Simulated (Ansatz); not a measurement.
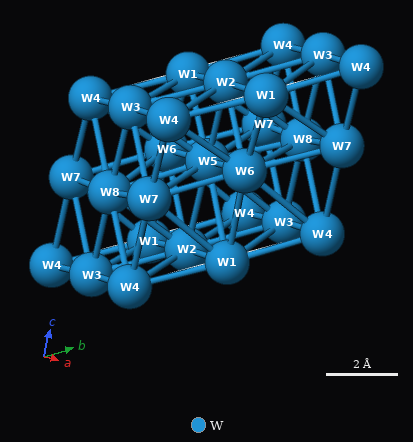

Fig. 1: The structure (ball-and-stick view of the cell of the calculation, set on other vectors, seen slightly off an axis; atoms are numbered from 1 in the order of the input). An atom can appear more than once, as a periodic image.

## W: a changed input and its effect

System: W (P1, 8 atoms in the cell).
Method of run A: DFT PBEsol, scalar-relativistic, plane waves, PAW, no spin polarisation (Ansatz 0.2.0).

The structure derives from an entry of the Crystallography Open Database. Text and figures count atoms from 1; the logs count them from 0 in places.

Input file, run A:
```yaml
crystal:
  lattice:
    - [-4.1065313431, 4.0660582778, 0.0652811078]
    - [-0.0525415852, 3.9482355848, -4.0495285871]
    - [-4.0914643443, -0.050214109, -4.1522842814]
  atoms:
    - { symbol: W, position: [0.0206450272, 0.5045969374, 0.5014972899] }
    - { symbol: W, position: [0.0081744606, -0.0059612725, 0.5024721183] }
    - { symbol: W, position: [0.0084292683, 0.4871763003, -0.0108127086] }
    - { symbol: W, position: [0.0064878939, 0.00544392, 0.0084672659] }
    - { symbol: W, position: [0.48514815, 0.5066411051, 0.4921060862] }
    - { symbol: W, position: [0.4771806472, 0.0018921929, 0.5029844602] }
    - { symbol: W, position: [0.4829376599, 0.5134414696, 0.0043915426] }
    - { symbol: W, position: [0.510996893, -0.0132306528, -0.0011060544] }
basis:
  ecutwfc: 420
kpoints:
  mp_grid: { grid: [10, 10, 10] }
hamiltonian:
  xc: pbesol
scf:
  occupations: { method: gaussian, width: 0.15 }
output:
  forces: true
  stress: true
  eigenvalues: true
  write_density: true
  write_potential: true
  elf: true
  volumetric_format: npy
```

Command:
```bash
ansatz run input.yaml --threads 2 --pin off --max-ram 5120MiB --backend cpu --events-out ev --progress --plain --runs-dir out
```

Hardware: 2 threads of Arm Neoverse V2, 24 GiB of memory available, shared host.

Output, shortened to warnings, some set-up lines, iterations and results (run A):
```
Basis set: ecut = 420 eV, 2657 PW (Γ), exchange–correlation on 80×80×80 points (8 copies of the dense FFT grid, shifted against one another)
Symmetry: 1 space group operations
k-points: 504 of 1000 (time reversal used)
Initial density: superposition of atomic densities (neutral atoms: chi_scale 0, normalization atom), corrected by the library's trained network
[...]
SCF iter   1: F=—  HF=-82047.737296 eV  |F-HF|=—  |Δ(HF+E_count)|=         —  Δρ=5.33e-3  dr2=2.03e-2  ethr=1.77e-3  ⟨swp⟩=4.3  Hψ=124207  notcnv=0
SCF iter   2: F=—  HF=-82047.733585 eV  |F-HF|=—  |Δ(HF+E_count)|=   3.71e-3  Δρ=3.09e-3  dr2=7.43e-3  ethr=1.82e-5  ⟨swp⟩=1.1  Hψ=39856  notcnv=0
SCF iter   3: F=—  HF=-82047.732016 eV  |F-HF|=—  |Δ(HF+E_count)|=   1.57e-3  Δρ=2.86e-4  dr2=8.29e-5  ethr=6.63e-6  ⟨swp⟩=2.0  Hψ=43506  notcnv=0
SCF iter   4: F=—  HF=-82047.731993 eV  |F-HF|=—  |Δ(HF+E_count)|=   2.29e-5  Δρ=5.78e-5  dr2=3.35e-6  ethr=7.40e-8  ⟨swp⟩=2.0  Hψ=46212  notcnv=0
SCF iter   5: F=—  HF=-82047.731992 eV  |F-HF|=—  |Δ(HF+E_count)|=   7.40e-7  Δρ=1.43e-5  dr2=2.49e-7  ethr=3.00e-9  ⟨swp⟩=2.3  Hψ=52539  notcnv=0
SCF iter   6: F=-82047.731992 eV  HF=-82047.731992 eV  |F-HF|=3.70e-9  |Δ(HF+E_count)|=   5.98e-8  Δρ=2.75e-6  dr2=9.48e-9  ethr=8.93e-11  ⟨swp⟩=13.3  Hψ=223288  notcnv=0
SCF 1 converged in 6 iterations: F = -82047.731992 eV  dr2 = 9.48e-9
SCF converged after 6 iterations
Free energy (F): -82047.731992 eV
Harris-Foulkes:  -82047.731992 eV  (|F-HF|=3.70e-9)
Internal energy: -82047.632678 eV  (E = F + TS)
E sigma→0 (E₀):  -82047.682335 eV
Entropy (-TS):   -0.099314 eV (-12.414 meV/atom)
Fermi energy:    20.369075 eV
--- Per-component energies (eV) ---
  E_band       = -841.592713
  E_kinetic    = 3583.178838
  E_local      = -5287.889962  (includes V_loc(G=0)·N_el)
  E_nonlocal   = 27.052894
  E_hartree    = 1874.722218
  E_xc         = -2112.977706
  E_vxc        = -1897.731108  (∫ρ·V_xc dr)
  E_paw        = -67487.489558  (= ΣΔE_a)
  E_vpaw       = -1015.647399  (= ΣTr[D̂ρ^β])
  E_aug_tail   = -0.000501  (compensation charges beyond the density's cutoff)
  E_ewald      = -12646.003238
  E_core_change = 1.774337  (= ΣΔE_core)
  E_smearing   = -0.099314  (= −TS)
  E_closure    = 0.000000  (closes the sum)
  Σ components = -82047.731992   (vs F -82047.731992, Δ=0.00e0)
--- Forces (eV/Å), atoms counted from 1 ---
  atom   1  W      1.93916907    -1.62266258    -0.20994867
  atom   2  W      1.00880236    -0.07782227    -1.55074037
  atom   3  W     -0.90296226    -0.44077004    -1.46239742
  atom   4  W      0.95775276    -1.06315615    -0.19970026
  atom   5  W     -2.23793971     1.10578335     0.73162695
  atom   6  W     -0.80922196     0.62577105     0.98896954
  atom   7  W      0.18775101     0.25732574     1.70250402
  atom   8  W     -0.14335035     1.21552847    -0.00031258
  max |Σ_I F_I| component: 2.43e-6 eV/Å
--- Stress (GPa, compression-positive) ---
      -12.956457      -0.028164       0.821474
       -0.028164     -15.181826       3.718073
        0.821474       3.718073      -9.764030
  P = ⅓ Tr σ = -12.6341 GPa (-126.341 kbar)
```

The input of run B differs as follows (lines with − go, lines with + come):
```diff
-    - [-4.1065313431, 4.0660582778, 0.0652811078]
-    - [-0.0525415852, 3.9482355848, -4.0495285871]
-    - [-4.0914643443, -0.050214109, -4.1522842814]
+    - [-4.0340991811, 4.0491454428, 0.0458554034]
+    - [0.017392778, 4.0206828174, -4.0544112196]
+    - [-3.944349477, 0.0438943006, -3.993124141]
-    - { symbol: W, position: [0.0206450272, 0.5045969374, 0.5014972899] }
-    - { symbol: W, position: [0.0081744606, -0.0059612725, 0.5024721183] }
-    - { symbol: W, position: [0.0084292683, 0.4871763003, -0.0108127086] }
-    - { symbol: W, position: [0.0064878939, 0.00544392, 0.0084672659] }
-    - { symbol: W, position: [0.48514815, 0.5066411051, 0.4921060862] }
-    - { symbol: W, position: [0.4771806472, 0.0018921929, 0.5029844602] }
-    - { symbol: W, position: [0.4829376599, 0.5134414696, 0.0043915426] }
-    - { symbol: W, position: [0.510996893, -0.0132306528, -0.0011060544] }
+    - { symbol: W, position: [0.0188656856, 0.5220442738, 0.4577607283] }
+    - { symbol: W, position: [-0.0285575044, 0.0237739187, 0.4981814213] }
+    - { symbol: W, position: [0.0181994984, 0.5270113113, -0.0257933245] }
+    - { symbol: W, position: [0.0174503145, -0.0160852824, 0.0158115507] }
+    - { symbol: W, position: [0.5090515878, 0.480703618, 0.507931192] }
+    - { symbol: W, position: [0.4651155339, -0.0200788031, 0.5229976287] }
+    - { symbol: W, position: [0.4960768421, 0.5148967518, -0.0020576196] }
+    - { symbol: W, position: [0.503798042, -0.0322657881, 0.0251684232] }
```

What does this change do to the results?

With the same functional and potentials, run B lies 0.26 meV per atom higher. The pressure goes from −12.63 to 0.81 GPa. The largest force goes from 2.601 to 4.062 eV/Å. The volume per atom goes from 16.96 to 16.23 Å³. The number of SCF iterations is the same. The plane waves at Γ go from 2657 to 2571.

Output, shortened to warnings, some set-up lines, iterations and results (run B):
```
Basis set: ecut = 420 eV, 2571 PW (Γ), exchange–correlation on 80×80×80 points (8 copies of the dense FFT grid, shifted against one another)
Symmetry: 1 space group operations
k-points: 504 of 1000 (time reversal used)
Initial density: superposition of atomic densities (neutral atoms: chi_scale 0, normalization atom), corrected by the library's trained network
[...]
SCF iter   1: F=—  HF=-82047.740884 eV  |F-HF|=—  |Δ(HF+E_count)|=         —  Δρ=6.54e-3  dr2=6.37e-2  ethr=1.77e-3  ⟨swp⟩=4.4  Hψ=127133  notcnv=0
SCF iter   2: F=—  HF=-82047.733128 eV  |F-HF|=—  |Δ(HF+E_count)|=   7.76e-3  Δρ=3.71e-3  dr2=1.90e-2  ethr=5.68e-5  ⟨swp⟩=1.0  Hψ=39817  notcnv=0
SCF iter   3: F=—  HF=-82047.729994 eV  |F-HF|=—  |Δ(HF+E_count)|=   3.13e-3  Δρ=4.57e-4  dr2=2.34e-4  ethr=1.70e-5  ⟨swp⟩=2.2  Hψ=41599  notcnv=0
SCF iter   4: F=—  HF=-82047.729942 eV  |F-HF|=—  |Δ(HF+E_count)|=   5.18e-5  Δρ=7.09e-5  dr2=5.04e-6  ethr=2.09e-7  ⟨swp⟩=2.0  Hψ=45162  notcnv=0
SCF iter   5: F=—  HF=-82047.729939 eV  |F-HF|=—  |Δ(HF+E_count)|=   2.45e-6  Δρ=1.74e-5  dr2=3.64e-7  ethr=4.50e-9  ⟨swp⟩=2.2  Hψ=48253  notcnv=0
SCF iter   6: F=-82047.729939 eV  HF=-82047.729939 eV  |F-HF|=4.21e-9  |Δ(HF+E_count)|=   8.43e-8  Δρ=2.80e-6  dr2=9.74e-9  ethr=8.93e-11  ⟨swp⟩=14.1  Hψ=227342  notcnv=0
SCF 1 converged in 6 iterations: F = -82047.729939 eV  dr2 = 9.74e-9
SCF converged after 6 iterations
Free energy (F): -82047.729939 eV
Harris-Foulkes:  -82047.729939 eV  (|F-HF|=4.21e-9)
Internal energy: -82047.638757 eV  (E = F + TS)
E sigma→0 (E₀):  -82047.684348 eV
Entropy (-TS):   -0.091183 eV (-11.398 meV/atom)
Fermi energy:    21.453101 eV
--- Per-component energies (eV) ---
  E_band       = -722.398765
  E_kinetic    = 3602.694889
  E_local      = -5076.879488  (includes V_loc(G=0)·N_el)
  E_nonlocal   = 30.029067
  E_hartree    = 1823.036523
  E_xc         = -2119.704563
  E_vxc        = -1906.510126  (∫ρ·V_xc dr)
  E_paw        = -67489.499090  (= ΣΔE_a)
  E_vpaw       = -1017.806308  (= ΣTr[D̂ρ^β])
  E_aug_tail   = -0.000497  (compensation charges beyond the density's cutoff)
  E_ewald      = -12819.089935
  E_core_change = 1.774337  (= ΣΔE_core)
  E_smearing   = -0.091183  (= −TS)
  E_closure    = 0.000000  (closes the sum)
  Σ components = -82047.729939   (vs F -82047.729939, Δ=0.00e0)
--- Forces (eV/Å), atoms counted from 1 ---
  atom   1  W     -1.14239120    -1.81021352    -1.10781603
  atom   2  W     -0.30699409     0.06952354     0.31518704
  atom   3  W      0.71576435    -1.12516473     1.64174373
  atom   4  W      2.98010937     0.90206902    -2.60912365
  atom   5  W     -0.06620058    -0.66855173    -0.22927696
  atom   6  W      0.25614808     1.24492390     0.26826725
  atom   7  W     -2.59375537     0.10475203     2.91416206
  atom   8  W      0.15732074     1.28265777    -1.19314386
  max |Σ_I F_I| component: 3.72e-6 eV/Å
--- Stress (GPa, compression-positive) ---
        0.787045      -2.209491      -1.110291
       -2.209491      -3.275607      -0.953229
       -1.110291      -0.953229       4.917000
  P = ⅓ Tr σ = 0.8095 GPa (8.095 kbar)
```

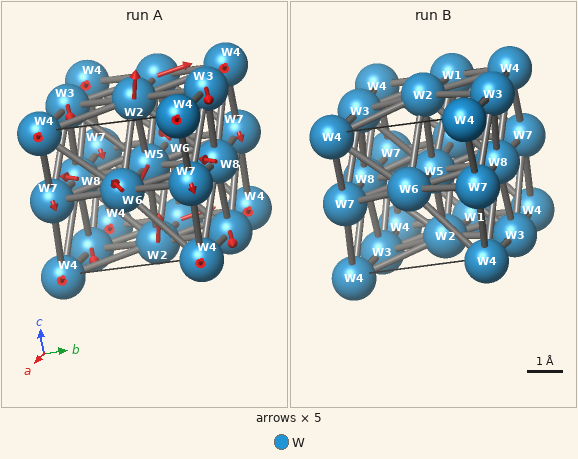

Fig. 2: The two input geometries at one scale (ball-and-stick view of the cell of the calculation, set on other vectors, seen slightly off an axis). The red arrows on the first give the shifts of the atoms relative to the cell, with their mean removed, magnified 5 times. W3 moves most relative to the cell: 0.22 Å. (The mean shift of all atoms is removed.) The drawn cell changes as follows: a 5.656 → 5.710 Å (+1.0 %), b 5.684 → 5.614 Å (−1.2 %), c 5.778 → 5.764 Å (−0.2 %), α 61.9° → 60.0°, β 60.7° → 59.8°, γ 61.9° → 59.4°; the volume changes by −4.3 %. Among the contacts that change: W1–W3 3.073 → 2.702 Å, W2–W5 2.994 → 2.651 Å, W3–W4 2.674 → 2.991 Å, W1–W4 2.825 → 2.541 Å.

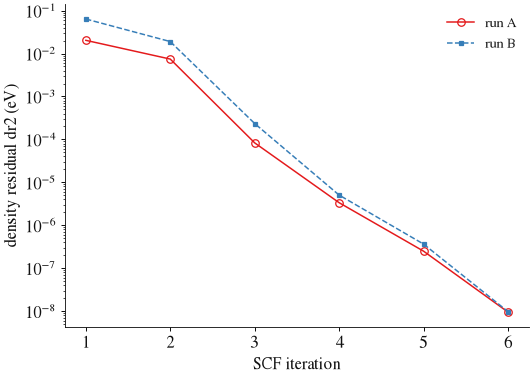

Fig. 3: Convergence of the two runs: density residual dr2 against the SCF iteration. Run A takes 6 iterations in all, and run B takes 6.

The two runs side by side:

```tsv
quantity	run A	run B
outcome	converged	converged
free energy per atom (eV)	−10255.9665	−10255.9662
energy per atom, smearing taken to zero (eV)	−10255.9603	−10255.9605
gap on the mesh (eV)	0.00	0.00
pressure (GPa)	−12.63	0.81
volume per atom (Å³)	16.96	16.23
largest force (eV/Å)	2.601	4.062
SCF iterations	6	6
irreducible k-points	504	504
plane waves at Γ	2657	2571
wall time (shared host)	4.1 min	4.6 min
```

For both runs: Spin–orbit coupling is left out, which matters for W. For run A: The cell is under a tension of 12.6 GPa at this level, so it is not at its equilibrium volume.
